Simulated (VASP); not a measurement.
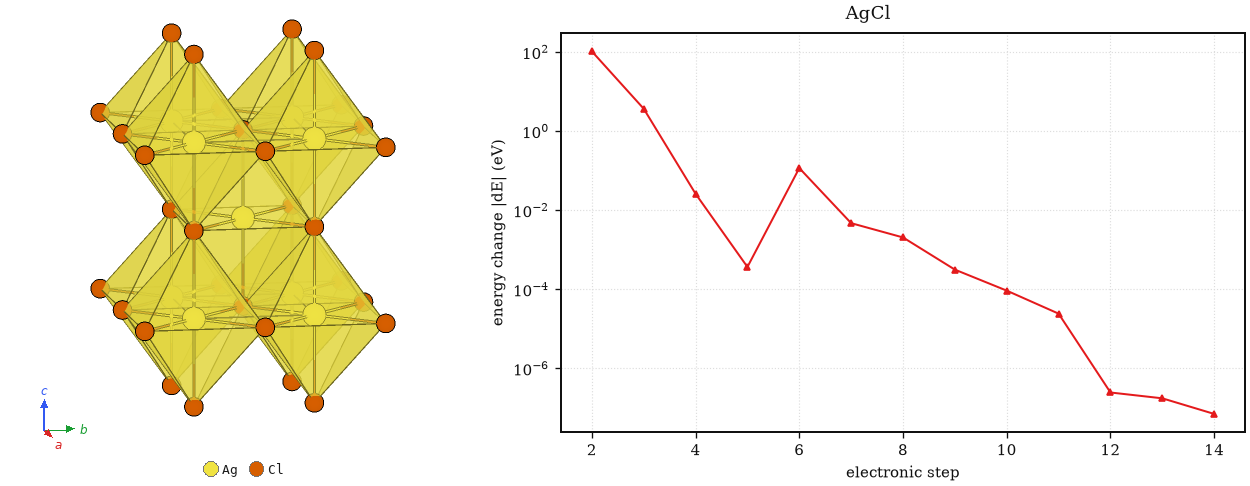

Beside the plot: the structure in its conventional cell.

The plot shows the electronic steps of a calculation: energy change |dE|.

AgCl (2 atoms in the cell), run with VASP.

INCAR
```
ENCUT = 520.000000
SIGMA = 0.020000
EDIFF = 1.00e-07
GGA = PE
PREC = Accurate
IBRION = -1
ISIF = 2
ISMEAR = -1
NBANDS = 16
NSW = 0
LASPH = .TRUE.
LCHARG = .FALSE.
LWAVE = .FALSE.
LREAL = .FALSE.
NELM = 90
LDAU = .TRUE.
LDAUTYPE = 2
LDAUL = 2 2 2
LDAUU = 4 4 4
```

KPOINTS
```
KPOINTS created by Atomic Simulation Environment
0
Gamma
8 8 8
0 0 0
```

POSCAR
```
Ag Cl
 1.0000000000000000
     0.0000000000000000    2.7731838141999998    2.7731838141999998
     2.8638669248999999    0.0000000000000000    2.7731838141999998
     2.8638669248999999    2.7731838141999998    0.0000000000000000
 Ag  Cl
   1   1
Cartesian
  0.0000000000000000  0.0000000000000000  0.0000000000000000
  2.8638669248999999  2.7731838141999994  2.7731838141999994
```

### Was self-consistency reached?

It converged, after 14 steps. The energy change comes down, with one marked jump up, by a factor of about 300, at step 6. The jump at step 6 comes where the charge density, held fixed for the first 5 steps, starts to be updated.

### What is the energy change at the start and at the end?

It starts near 100 and ends near 7 × 10⁻⁸ eV.

### Is anything amiss with this input?

The input holds a fault (wrong count of Hubbard values). The SCF closed all the same, which doesn't make the results meaningful for the real system.
